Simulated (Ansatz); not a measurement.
```cif
data_structure
_symmetry_space_group_name_H-M 'P 1'
_symmetry_Int_Tables_number 1
_cell_length_a 2.9104
_cell_length_b 5.1996
_cell_length_c 24.0060
_cell_angle_alpha 90.000
_cell_angle_beta 90.000
_cell_angle_gamma 90.000
_cell_volume 363.28
loop_
_atom_site_label
_atom_site_type_symbol
_atom_site_fract_x
_atom_site_fract_y
_atom_site_fract_z
_atom_site_occupancy
Ta1 Ta 0.00000 0.51463 0.31308 1
N1 N 0.00000 0.88181 0.31621 1
Ta2 Ta 0.50000 0.99222 0.37315 1
N2 N 0.00000 0.30909 0.38390 1
N3 N 0.00000 0.80352 0.42755 1
Ta3 Ta 0.50000 0.49971 0.43748 1
Ta4 Ta 0.00000 0.99967 0.50000 1
N4 N 0.00000 0.39078 0.50000 1
Ta5 Ta 0.50000 0.49971 0.56252 1
N5 N 0.00000 0.80352 0.57245 1
N6 N 0.00000 0.30909 0.61610 1
Ta6 Ta 0.50000 0.99222 0.62685 1
Ta7 Ta 0.00000 0.51464 0.68692 1
N7 N 0.00000 0.88181 0.68379 1
```

The calculation used Ansatz, DFT r2SCAN, scalar-relativistic, plane waves, PAW.

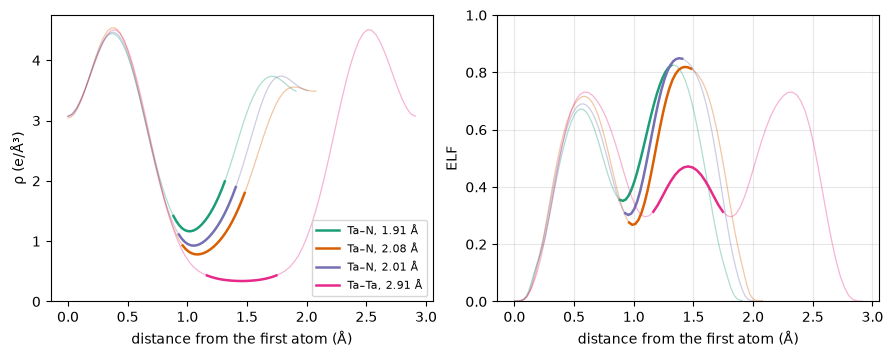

TaN (slab). Valence pseudo-density and ELF along straight lines between neighbouring atoms. Thin, pale parts lie inside the atomic spheres.

The density is the valence pseudo-density of a PAW calculation; it isn't the true density close to the nuclei.

Compare the contacts.

Ta–N (1.91 Å): ρ at the midpoint is about 1.2 e/Å³; the ELF peaks at about 0.85 in the valence shell of N, 0.6 Å from its nucleus, and is about 0.35 at the midpoint.
Ta–N (2.08 Å): the density is about 0.8 e/Å³ at the midpoint; the ELF peaks at about 0.80 in the valence shell of N, 0.6 Å from its nucleus, and is about 0.30 at the midpoint: no shared electron pair shows on this line.
Ta–N (2.01 Å): the density is about 0.95 e/Å³ at the midpoint; the ELF peaks at about 0.85 in the valence shell of N, 0.6 Å from its nucleus, and is about 0.30 at the midpoint.
Ta–Ta (2.91 Å): ρ at the midpoint is about 0.34 e/Å³; the ELF is about 0.45 at the midpoint.
